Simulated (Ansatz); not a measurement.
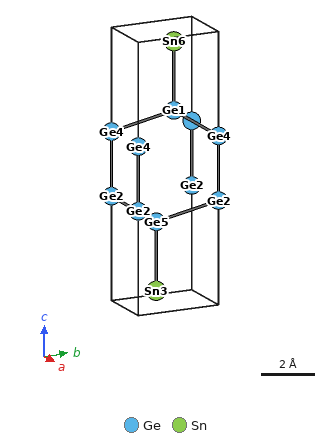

**Figure 1.** The structure (ball-and-stick view of the cell of the calculation, seen slightly off an axis; atoms are numbered from 1 in the order of the input). An atom can appear more than once, as a periodic image.

# Run report: SnGe2, single-point calculation (part 1 of 2)

System: SnGe2 (P-3m1, 6 atoms in the cell).
Method: DFT, HSE06, plane waves, PAW, no spin polarisation (Ansatz 0.2.0).

The structure was built on a prototype by a generator. The geometry comes from this level: r2SCAN. Figures and captions count atoms from 1; the log counts them from 0 in places.

What the program printed
```
Warning: output.stress: scf.convergence.dr2_threshold = 1e-7 eV (the SCF's general default) is looser than the 6e-10 eV advised for a printed stress (1e-10 eV for each atom of the cell: 6). What an SCF threshold leaves in a stress goes as its square root, and in the free energy as the threshold itself, and one threshold admits the most on a small cell: of the crystals measured, under no hybrid functional and no lock of the moments, on runs that ended without the residual-converged pass, on stresses that held no estimate of that error, the worst erred by over 100 MPa in a component at 1e-7 eV an atom and by under 5 at 1e-10. Set scf.convergence.dr2_threshold to 6e-10 eV or tighter. The threshold is an SCF's pass mark: one that does not reach it within its budget of iterations ends unconverged, or closes short of it on a stop that the run arms, and scf.convergence.dr2_threshold's page says what that costs each kind of run
Warning: output.stress: scf.exx.energy_threshold = 1e-6 eV is looser than the 6e-8 eV advised for a stress under a hybrid functional (1e-8 eV for each atom of the cell: 6). Every SCF of the exchange loop can meet its threshold on dr2 while the loop round them stops early: no threshold on dr2 bounds what that leaves in the stress. Set scf.exx.energy_threshold to 6e-8 eV or tighter. The threshold is the loop's pass mark: a loop that does not reach it within its budget of cycles ends unconverged, and scf.exx.energy_threshold's page has the law
scf.n_extra_bands = 5 over 42 filled bands (N_el = 84.0): the run solves 47 bands
Engine: ansatz 0.2.0, aarch64-unknown-linux-gnu
Pseudopotentials: kind: paw
Pseudopotential: Ge, paw, valence charge 14, recommended cutoff 420 eV (normal), Ge.paw.azcp
Pseudopotential: Sn, paw, valence charge 14, recommended cutoff 420 eV (normal), Sn.paw.azcp
Functional definition: HSE06
  parameter a = 0.25
  parameter omega = 0.11/bohr
  exchange = pbe_x - a*pbe_x_sr(omega) + a*exact_x_sr(omega)
  correlation = pbe_c
Crystal: 6 atoms, lattice volume = 161.986 Å³
Basis set: ecut = 420 eV, 3161 PW (Γ), exchange–correlation on 60×60×144 points (8 copies of the dense FFT grid, shifted against one another)
Bands: 47, of which v1, the nominal top of the filled ones, is band 42 counted from 1 (41 counted from 0)
Symmetry: 12 space group operations
Space group: P-3m1 (ITA 164), of the structure as read, at distance tolerance 5.5e-5 Å
k-points: 14 of 72
Non-local potential: Ge, projectors of the file, l = 0: 2, l = 1: 2, l = 2: 3, l = 3: 1
Non-local potential: Sn, projectors of the file, l = 0: 2, l = 1: 2, l = 2: 2, l = 3: 2
PAW form: soft (Blöchl's): semilocal exchange-correlation on the pseudo side does not see the compensation charge
PAW frozen core: Ge, regenerated for the run's functional, and the local potential with it (the file was generated under x = pbe(κ = 0.804, μ = 0.2195149727645171), c = pbe(β = 0.06672455060314922))
PAW frozen core: Sn, regenerated for the run's functional, and the local potential with it (the file was generated under x = pbe(κ = 0.804, μ = 0.2195149727645171), c = pbe(β = 0.06672455060314922))
PAW one-centre angular grid: Ge, 590 points (default); XC on 64 Gauss nodes
PAW one-centre angular grid: Sn, 590 points (default); XC on 64 Gauss nodes
Initial density: superposition of atomic densities (neutral atoms: chi_scale 0, normalization atom), corrected by the library's trained network
Initial wavefunctions: pseudopotential atomic-orbital guess
Functional: x = pbe(κ = 0.804, μ = 0.2195149727645171), c = pbe(β = 0.06672455060314922), warm-up for x = pbe(κ = 0.804, μ = 0.2195149727645171) + 0.25 (exact − pbe) at short range (hse, ω = 0.20786987370883472 Å⁻¹), c = pbe(β = 0.06672455060314922); HSE06 as pw.x's `hse` composes it (authors' and Libxc's form: `xc: wpbeh`)
SCF iter   1: F=—  HF=-29227.766514 eV  |F-HF|=—  |Δ(HF+E_count)|=         —  Δρ=2.08e-3  dr2=4.64e-2  ethr=1.77e-3  ⟨swp⟩=6.9  Hψ=2540  notcnv=0
preconditioner: auto → none  [insulator: Δε(μ)=0.064 eV  Ē_g=20.328 eV  σ=0.020 eV  W_gap=0.59  n_scr=38 (ndim 8)  ℏωp=26.7 eV  f_vac=0.077  D(μ)=2.00/eV (n_scr^D=4)]
SCF iter   2: F=—  HF=-29227.790413 eV  |F-HF|=—  |Δ(HF+E_count)|=   2.39e-2  Δρ=2.95e-3  dr2=2.25e-1  ethr=5.52e-5  ⟨swp⟩=7.1  Hψ=1854  notcnv=0  defer=6
iter 3 solved again at ethr=1.91e-6 eV; its pass at ethr=5.52e-5 eV (dr2=1.61e-3 eV) is discarded
SCF iter   3: F=—  HF=-29227.761599 eV  |F-HF|=—  |Δ(HF+E_count)|=   2.88e-2  Δρ=5.78e-4  dr2=1.66e-3  ethr=1.91e-6  ⟨swp⟩=3.3  Hψ=3103  notcnv=0  defer=1
SCF iter   4: F=—  HF=-29227.761514 eV  |F-HF|=—  |Δ(HF+E_count)|=   8.50e-5  Δρ=2.28e-4  dr2=6.71e-5  ethr=1.91e-6  ⟨swp⟩=4.1  Hψ=1420  notcnv=0
SCF iter   5: F=—  HF=-29227.761546 eV  |F-HF|=—  |Δ(HF+E_count)|=   3.13e-5  Δρ=6.93e-5  dr2=6.39e-6  ethr=7.99e-8  ⟨swp⟩=4.5  Hψ=2037  notcnv=0
SCF iter   6: F=—  HF=-29227.761550 eV  |F-HF|=—  |Δ(HF+E_count)|=   4.13e-6  Δρ=1.90e-5  dr2=4.86e-7  ethr=7.61e-9  ⟨swp⟩=3.9  Hψ=1601  notcnv=0
SCF iter   7: F=—  HF=-29227.761550 eV  |F-HF|=—  |Δ(HF+E_count)|=   4.59e-7  Δρ=6.98e-6  dr2=5.42e-8  ethr=5.79e-10  ⟨swp⟩=4.2  Hψ=1828  notcnv=0
SCF iter   8: F=—  HF=-29227.761550 eV  |F-HF|=—  |Δ(HF+E_count)|=   8.40e-8  Δρ=1.96e-6  dr2=8.92e-9  ethr=6.46e-11  ⟨swp⟩=4.1  Hψ=1759  notcnv=0
SCF iter   9: F=—  HF=-29227.761550 eV  |F-HF|=—  |Δ(HF+E_count)|=   1.98e-9  Δρ=5.70e-7  dr2=1.08e-9  ethr=1.06e-11  ⟨swp⟩=4.1  Hψ=1873  notcnv=0
SCF iter  10: F=-29227.761550 eV  HF=-29227.761550 eV  |F-HF|=1.02e-10  |Δ(HF+E_count)|=  1.20e-10  Δρ=1.84e-7  dr2=5.71e-11  ethr=1.28e-12  ⟨swp⟩=3.9  Hψ=1657  notcnv=0
SCF 1 converged in 10 iterations: F = -29227.761550 eV  dr2 = 5.71e-11
  greatest PAW one-centre occupation: 0.998 electrons in one spin orbital (limit 2), on the Ge atom at site 4 (counted from 0), in its partial waves of l = 2
Initial density: handed on by an earlier stage of this run
Initial wavefunctions: those handed on with the density
Functional: x = pbe(κ = 0.804, μ = 0.2195149727645171) + 0.25 (exact − pbe) at short range (hse, ω = 0.20786987370883472 Å⁻¹), c = pbe(β = 0.06672455060314922); HSE06 as pw.x's `hse` composes it (authors' and Libxc's form: `xc: wpbeh`)
Exchange kernel: α = 0.2500, screened, ω = 0.2079 Å⁻¹, Wigner–Seitz truncation, v(0) = 1046.5500 eV·Å³, q-mesh 6×6×2, nearest image of the exchange supercell L = 20.94 Å, pair-density grid 18×18×45, without the augmentation charges, whose exchange is taken in its separable form by FFT convolution over the k-point mesh (sized by the pseudopotential files, 25×25×72 at the most), smooth part of the exact exchange by density-matrix convolution
Frozen-core exchange: fock
iter 1 solved again at ethr=5.39e-5 eV; its pass at ethr=1.00e-1 eV (dr2=4.53e-2 eV) is discarded
SCF iter   1: F=—  HF=-29239.469204 eV  |F-HF|=—  |Δ(HF+E_count)|=         —  Δρ=1.02e-2  dr2=7.42e-2  ethr=5.39e-5  ⟨swp⟩=5.1  Hψ=3886  notcnv=0
eigensolver tolerance schedule calibrated: the retry pair's looser diagonalisation under-reported the residual by θ = 0.33 (0.10/decade); ethr = c·dr2/N_el runs at the constant in force after the calibration composes with the one it found (an armed cap, an earlier calibration), c = 9.9e-2
preconditioner: auto → none  [insulator: Δε(μ)=0.086 eV  Ē_g=8.210 eV  σ=0.020 eV  W_gap=0.77  n_scr=38 (ndim 8)  ℏωp=14.3 eV  f_vac=0.073  D(μ)=0.45/eV (n_scr^D=2)]
SCF iter   2: F=—  HF=-29239.432154 eV  |F-HF|=—  |Δ(HF+E_count)|=   3.71e-2  Δρ=2.96e-3  dr2=5.50e-2  ethr=5.39e-5  ⟨swp⟩=4.8  Hψ=1957  notcnv=0
SCF iter   3: F=—  HF=-29239.436408 eV  |F-HF|=—  |Δ(HF+E_count)|=   4.25e-3  Δρ=2.54e-3  dr2=6.21e-2  ethr=5.39e-5  ⟨swp⟩=5.7  Hψ=1699  notcnv=0
SCF iter   4: F=—  HF=-29239.425951 eV  |F-HF|=—  |Δ(HF+E_count)|=   1.05e-2  Δρ=1.40e-3  dr2=6.31e-3  ethr=5.39e-5  ⟨swp⟩=4.9  Hψ=1558  notcnv=0  defer=5
SCF iter   5: F=—  HF=-29239.456702 eV  |F-HF|=—  |Δ(HF+E_count)|=   3.08e-2  Δρ=1.17e-3  dr2=1.48e-3  ethr=3.31e-6  ⟨swp⟩=4.7  Hψ=2357  notcnv=0
SCF iter   6: F=—  HF=-29239.456185 eV  |F-HF|=—  |Δ(HF+E_count)|=   5.17e-4  Δρ=1.45e-4  dr2=4.33e-4  ethr=1.60e-6  ⟨swp⟩=3.1  Hψ=1671  notcnv=0
SCF iter   7: F=—  HF=-29239.456122 eV  |F-HF|=—  |Δ(HF+E_count)|=   6.30e-5  Δρ=5.03e-5  dr2=1.12e-4  ethr=3.70e-7  ⟨swp⟩=3.9  Hψ=1364  notcnv=0
SCF iter   8: F=—  HF=-29239.456903 eV  |F-HF|=—  |Δ(HF+E_count)|=   7.81e-4  Δρ=1.36e-4  dr2=5.20e-5  ethr=7.12e-9  ⟨swp⟩=5.2  Hψ=2722  notcnv=0
SCF iter   9: F=-29239.456891 eV  HF=-29239.456892 eV  |F-HF|=1.34e-6  |Δ(HF+E_count)|=   1.09e-5  Δρ=2.04e-5  dr2=4.59e-6  ethr=7.12e-9  ⟨swp⟩=4.9  Hψ=1788  notcnv=0
SCF 2 stopped early in 9 iterations: F = -29239.456891 eV  dr2 = 4.59e-6
  Residual-converged pass: ⟨swp⟩=4.2  Hψ=1931  notcnv=0  max |occ|·‖R‖ = 6.1e-6 eV (tolerance 6.7e-6 eV)  dr2=4.61e-6  dr2_onsite=1.68e-7  max |Δocc| = 4.4e-9
hybrid outer 1: dexx = +3.693e-2 eV, tail = 2.05e-4 eV
Exchange kernel: α = 0.2500, screened, ω = 0.2079 Å⁻¹, Wigner–Seitz truncation, v(0) = 1046.5500 eV·Å³, q-mesh 6×6×2, nearest image of the exchange supercell L = 20.94 Å, pair-density grid 18×18×45, without the augmentation charges, whose exchange is taken in its separable form by FFT convolution over the k-point mesh (sized by the pseudopotential files, 25×25×72 at the most), smooth part of the exact exchange by density-matrix convolution
Frozen-core exchange: fock
SCF iter   1: F=—  HF=-29239.457873 eV  |F-HF|=—  |Δ(HF+E_count)|=         —  Δρ=8.76e-5  dr2=5.84e-6  ethr=1.22e-6  ⟨swp⟩=5.4  Hψ=1464  notcnv=0
preconditioner: auto → none  [insulator: Δε(μ)=0.132 eV  Ē_g=8.225 eV  σ=0.020 eV  W_gap=0.92  n_scr=38 (ndim 8)  ℏωp=14.3 eV  f_vac=0.075  D(μ)=0.18/eV (n_scr^D=0)]
SCF iter   2: F=—  HF=-29239.457878 eV  |F-HF|=—  |Δ(HF+E_count)|=   4.34e-6  Δρ=2.51e-5  dr2=2.48e-6  ethr=6.20e-9  ⟨swp⟩=5.0  Hψ=2199  notcnv=0
SCF iter   3: F=—  HF=-29239.457878 eV  |F-HF|=—  |Δ(HF+E_count)|=   3.33e-8  Δρ=1.72e-5  dr2=2.91e-6  ethr=2.19e-9  ⟨swp⟩=4.6  Hψ=1811  notcnv=0
SCF iter   4: F=—  HF=-29239.457877 eV  |F-HF|=—  |Δ(HF+E_count)|=   5.40e-7  Δρ=9.87e-6  dr2=1.54e-6  ethr=2.19e-9  ⟨swp⟩=2.9  Hψ=1274  notcnv=0
SCF iter   5: F=—  HF=-29239.457881 eV  |F-HF|=—  |Δ(HF+E_count)|=   3.91e-6  Δρ=8.71e-6  dr2=2.11e-7  ethr=1.07e-9  ⟨swp⟩=5.1  Hψ=1713  notcnv=0
SCF iter   6: F=—  HF=-29239.457881 eV  |F-HF|=—  |Δ(HF+E_count)|=   4.39e-8  Δρ=1.97e-6  dr2=3.65e-8  ethr=1.80e-10  ⟨swp⟩=3.4  Hψ=1403  notcnv=0  defer=1
SCF iter   7: F=—  HF=-29239.457881 eV  |F-HF|=—  |Δ(HF+E_count)|=   1.71e-7  Δρ=1.89e-6  dr2=9.95e-9  ethr=1.38e-11  ⟨swp⟩=5.4  Hψ=2220  notcnv=0
SCF iter   8: F=—  HF=-29239.457881 eV  |F-HF|=—  |Δ(HF+E_count)|=   2.68e-9  Δρ=4.33e-7  dr2=1.74e-9  ethr=9.97e-12  ⟨swp⟩=4.0  Hψ=1398  notcnv=0
SCF iter   9: F=—  HF=-29239.457881 eV  |F-HF|=—  |Δ(HF+E_count)|=   7.80e-9  Δρ=4.07e-7  dr2=7.33e-10  ethr=1.00e-12  ⟨swp⟩=5.1  Hψ=2028  notcnv=0
SCF iter  10: F=-29239.457881 eV  HF=-29239.457881 eV  |F-HF|=1.86e-10  |Δ(HF+E_count)|=  2.66e-10  Δρ=1.89e-7  dr2=1.79e-10  ethr=1.00e-12  ⟨swp⟩=3.8  Hψ=1332  notcnv=0
SCF 3 converged in 10 iterations: F = -29239.457881 eV  dr2 = 1.79e-10
  Residual-converged pass: ⟨swp⟩=4.0  Hψ=1661  notcnv=0  max |occ|·‖R‖ = 2.7e-7 eV (tolerance 2.7e-7 eV)  dr2=1.82e-10  dr2_onsite=5.72e-11  max |Δocc| = 1.5e-13
hybrid outer 2: dexx = +5.476e-6 eV, tail = 1.01e-7 eV, Δε = 6.76e-3 eV (about 2.22e-4 eV left of the loop's levels), ΔF = 1.70e-3 eV/Å (tail 7.55e-4)
Exchange kernel: α = 0.2500, screened, ω = 0.2079 Å⁻¹, Wigner–Seitz truncation, v(0) = 1046.5500 eV·Å³, q-mesh 6×6×2, nearest image of the exchange supercell L = 20.94 Å, pair-density grid 18×18×45, without the augmentation charges, whose exchange is taken in its separable form by FFT convolution over the k-point mesh (sized by the pseudopotential files, 25×25×72 at the most), smooth part of the exact exchange by density-matrix convolution
Frozen-core exchange: fock
SCF iter   1: F=—  HF=-29239.457882 eV  |F-HF|=—  |Δ(HF+E_count)|=         —  Δρ=1.65e-6  dr2=2.47e-9  ethr=6.04e-10  ⟨swp⟩=7.4  Hψ=1563  notcnv=0
SCF iter   2: F=—  HF=-29239.457882 eV  |F-HF|=—  |Δ(HF+E_count)|=   3.21e-9  Δρ=6.88e-7  dr2=1.08e-9  ethr=2.45e-12  ⟨swp⟩=4.9  Hψ=2338  notcnv=0  defer=1
SCF iter   3: F=-29239.457882 eV  HF=-29239.457882 eV  |F-HF|=3.64e-11  |Δ(HF+E_count)|=  3.49e-10  Δρ=2.02e-7  dr2=6.90e-11  ethr=1.05e-12  ⟨swp⟩=3.9  Hψ=1704  notcnv=0
SCF 4 converged in 3 iterations: F = -29239.457882 eV  dr2 = 6.90e-11
  Residual-converged pass: ⟨swp⟩=3.9  Hψ=1503  notcnv=0  max |occ|·‖R‖ = 2.7e-7 eV (tolerance 2.7e-7 eV)  dr2=6.66e-11  dr2_onsite=1.44e-11  max |Δocc| = 8.5e-14
```

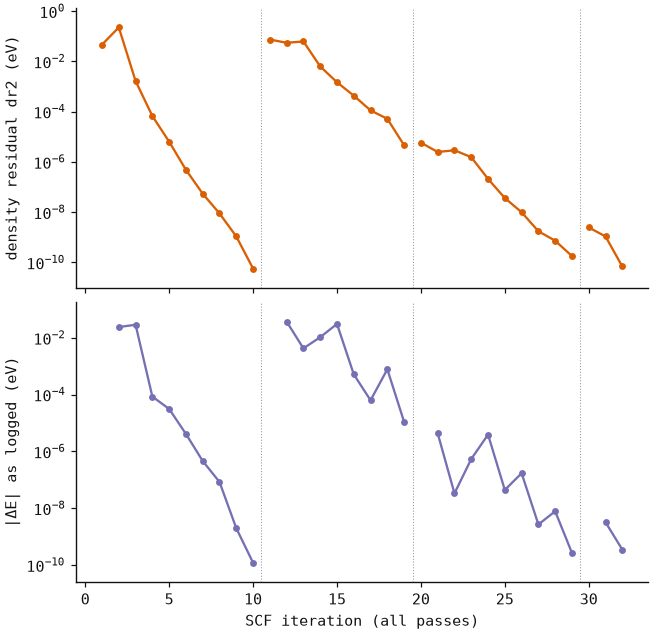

**Figure 2.** Convergence of the self-consistent field: density residual dr2 and size of the energy change against the SCF iteration. The run starts with a semilocal functional; after that each stretch between dotted lines is one SCF of the hybrid functional between two exact rebuilds of the exchange operator by the outer loop. Early passes are stopped at a loose threshold. The passes take 10, 9, 10 and 3 iterations.

```
hybrid outer 3: dexx = +2.243e-9 eV, tail = 2.29e-10 eV, Δε = 7.71e-5 eV (about 5.82e-6 eV left of the loop's levels), ΔF = 3.48e-4 eV/Å (tail 9.93e-5)
NSCF: frozen V_eff on 7 k-points
hybrid SCF converged: 3 outer / 22 inner (+10 warm-up), last move |dexx| = 2.24e-9 eV, tail = 2.29e-10 eV
Stability not checked: this state was not tested for a lower state beside it, because the functional holds exact exchange (a hybrid, or Hartree-Fock), whose exchange loop this test does not read (fock_operator; see scf.lower_state_search)
Free energy (F): -29239.457882 eV
Frozen-core exchange: fock
Harris-Foulkes:  -29239.457882 eV  (|F-HF|=3.64e-11)
Internal energy: -29239.457541 eV  (E = F + TS)
E sigma→0 (E₀):  -29239.457711 eV
Entropy (-TS):   -0.000341 eV (-0.057 meV/atom)
Fermi energy:    7.987017 eV
--- Per-component energies (eV) ---
  E_band       = -1074.413935
  E_kinetic    = 813.458602
  E_local      = -12509.223643  (includes V_loc(G=0)·N_el)
  E_nonlocal   = 1609.348400
  E_hartree    = 5822.953576
  E_xc         = -842.033930
  E_vxc        = -358.733827  (∫ρ·V_xc dr)
  E_exx        = -290.263513  (= α·E_x^exact, valence–valence)
  E_paw        = -16300.828019  (= ΣΔE_a)
  E_vpaw       = -1694.644422  (= ΣTr[D̂ρ^β])
  E_aug_tail   = 0.001096  (compensation charges beyond the density's cutoff)
  E_ewald      = -7541.926361
  E_core_change = -0.943749  (= ΣΔE_core)
  E_smearing   = -0.000341  (= −TS)
  E_closure    = -0.000000  (closes the sum)
  Σ components = -29239.457882   (vs F -29239.457882, Δ=0.00e0)
--- Forces (eV/Å), atoms counted from 1 ---
  atom   1  Ge    -0.00000000     0.00000000     0.02584534
  atom   2  Ge     0.00000000     0.00000000    -0.02842148
  atom   3  Sn    -0.00000000     0.00000000    -0.14501001
  atom   4  Ge     0.00000000    -0.00000000     0.02842148
  atom   5  Ge     0.00000000    -0.00000000    -0.02584534
  atom   6  Sn     0.00000000    -0.00000000     0.14501001
  max |Σ_I F_I| component: 1.85e-17 eV/Å
--- Stress (GPa, compression-positive) ---
       -0.023497       0.000000       0.000000
        0.000000      -0.023497       0.000000
        0.000000       0.000000      -0.249854
  P = ⅓ Tr σ = -0.0989 GPa (-0.989 kbar)
--- Band table (eV; the first three rows and the last of 14) ---
  k-point 0: bands = ["-20.3841", "-20.3841", "-20.3804", "-20.3789", "-20.3789", "-20.3411", "-20.3411", "-20.3231", "-20.3231", "-20.3160", "-20.3063", "-20.2237", "-20.2237", "-20.2094", "-20.2094", "-20.2006", "-20.2006", "-20.1668", "-20.1668", "-20.1605", "-15.9428", "-15.9428", "-15.7546", "-15.7546", "-15.7068", "-15.5410", "-15.4171", "-15.4171", "-15.3147", "-15.3147", "-5.5160", "-4.3024", "-3.4980", "1.2186", "1.7211", "6.0707", "6.0707", "6.7042", "6.7042", "6.9843", "7.2587", "7.8003", "8.4980", "8.4980", "9.8621", "10.6372", "10.6372"]
  k-point 1: bands = ["-20.3841", "-20.3841", "-20.3804", "-20.3789", "-20.3789", "-20.3411", "-20.3411", "-20.3231", "-20.3231", "-20.3161", "-20.3063", "-20.2237", "-20.2237", "-20.2094", "-20.2094", "-20.2006", "-20.2006", "-20.1668", "-20.1668", "-20.1605", "-15.9428", "-15.9428", "-15.7546", "-15.7546", "-15.7068", "-15.5410", "-15.4171", "-15.4171", "-15.3147", "-15.3147", "-5.4331", "-4.6520", "-3.0072", "-0.0613", "4.2642", "4.5080", "6.0311", "6.0311", "6.8142", "6.8142", "7.5236", "7.9306", "8.3030", "8.3030", "10.8736", "11.1818", "11.1818"]
  k-point 2: bands = ["-20.4000", "-20.3924", "-20.3855", "-20.3832", "-20.3751", "-20.3321", "-20.3302", "-20.3231", "-20.3128", "-20.3104", "-20.2974", "-20.2404", "-20.2376", "-20.2156", "-20.2096", "-20.1986", "-20.1904", "-20.1692", "-20.1640", "-20.1473", "-15.9413", "-15.9206", "-15.7518", "-15.7278", "-15.6881", "-15.5556", "-15.4409", "-15.4272", "-15.3386", "-15.3118", "-5.2258", "-4.0160", "-3.1819", "0.9765", "1.6513", "4.1946", "4.5690", "5.5142", "6.0782", "6.3807", "7.1179", "7.7663", "8.9045", "9.1185", "10.3812", "10.9256", "11.2431"]
  k-point 13: bands = ["-20.4206", "-20.4206", "-20.4142", "-20.3693", "-20.3693", "-20.3341", "-20.2993", "-20.2993", "-20.2866", "-20.2858", "-20.2713", "-20.2713", "-20.2572", "-20.2474", "-20.2474", "-20.1934", "-20.1934", "-20.1478", "-20.1478", "-20.1263", "-15.9404", "-15.7538", "-15.7538", "-15.6348", "-15.6154", "-15.6154", "-15.5390", "-15.4690", "-15.4690", "-15.3038", "-2.9738", "-2.2559", "-2.2559", "-0.6993", "0.2242", "0.2242", "3.5011", "3.5011", "4.2278", "4.8145", "4.9715", "4.9715", "10.8675", "10.8675", "11.2300", "11.2521", "11.7446"]
```

File bands.tsv
```
# k_distance	band_0	band_1	band_2	band_3	band_4	band_5	band_6	band_7	band_8	band_9	band_10	band_11	band_12	band_13	band_14	band_15	band_16	band_17	band_18	band_19	band_20	band_21	band_22	band_23	band_24	band_25	band_26	band_27	band_28	band_29	band_30	band_31	band_32	band_33	band_34	band_35	band_36	band_37	band_38	band_39	band_40	band_41	band_42	band_43	band_44	band_45	band_46
# fermi_ev = 7.987018
# lock_threshold_ev = 1e-6
# [0, 0, 0] at k_distance = 0.000000
# [0.5, 0, 0] at k_distance = 0.858239
# [0.3333333333, 0.3333333333, 0] at k_distance = 1.353743
# [0, 0, 0.5] at k_distance = 2.389186
# [0.5, 0, 0.5] at k_distance = 3.247425
# [0.3333333333, 0.3333333333, 0.5] at k_distance = 3.742929
# [0.1, 0, 0.5] at k_distance = 4.589647
# levels_relative_to = fermi_ev
# free_energy_ev = -29239.457882
```
